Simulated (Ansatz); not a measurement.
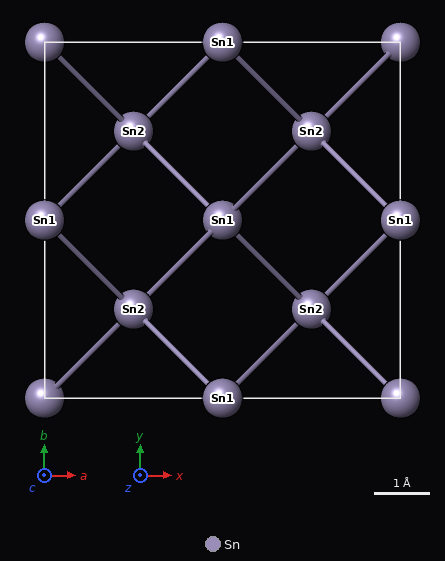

A scan of a crystal of Sn (Fd-3m): the cell is strained along y alone, with the atoms kept at their fractional coordinates. x, y and z are the Cartesian axes of the input. The picture shows the reference cell. The picture is a ball-and-stick view of the conventional cell (4 times the calculation's cell), seen along the c axis. Lengths and directions refer to the drawn axes.

Level of theory: DFT LDA, scalar-relativistic, plane waves, PAW (Ansatz 0.2.0). (plane-wave cutoff 420 eV; k-point mesh 12 × 12 × 12; occupations gaussian; smearing width 0.15 eV; no spin polarisation). Energies (free energies at the smearing named) are counted from the cell as listed in its source, which wasn't relaxed.

```
CELL_PARAMETERS angstrom
0.00000 3.24560 3.24560
3.24560 0.00000 3.24560
3.24560 3.24560 0.00000
ATOMIC_POSITIONS crystal
Sn 0.50000 0.50000 0.50000
Sn 0.75000 0.75000 0.75000
```

> What energies does the calculation give (the strain: −0.020, −0.015, −0.010, 0.000, 0.005, 0.010, 0.015, 0.020)?

| strain | E − E(ref) (meV/atom) |
| --- | --- |
| −0.020 | 1.31 |
| −0.015 | 0.45 |
| −0.010 | −0.05 |
| 0.000 | 0.00 |
| 0.005 | 0.54 |
| 0.010 | 1.42 |
| 0.015 | 2.62 |
| 0.020 | 4.16 |

Of the computed points the lowest is at the strain −0.01, −0.05 meV/atom. The end points stand at 1.31 meV/atom (−0.02) and 4.16 meV/atom (0.02). The curvature at zero strain, (1/V) d²E/dε², is about 64 GPa; it is C₂₂ with clamped ions. The distortion takes the space group from Fd-3m to I4_1/amd. At the strain −0.02 the cell of the drawing goes b 6.491 → 6.361 Å.
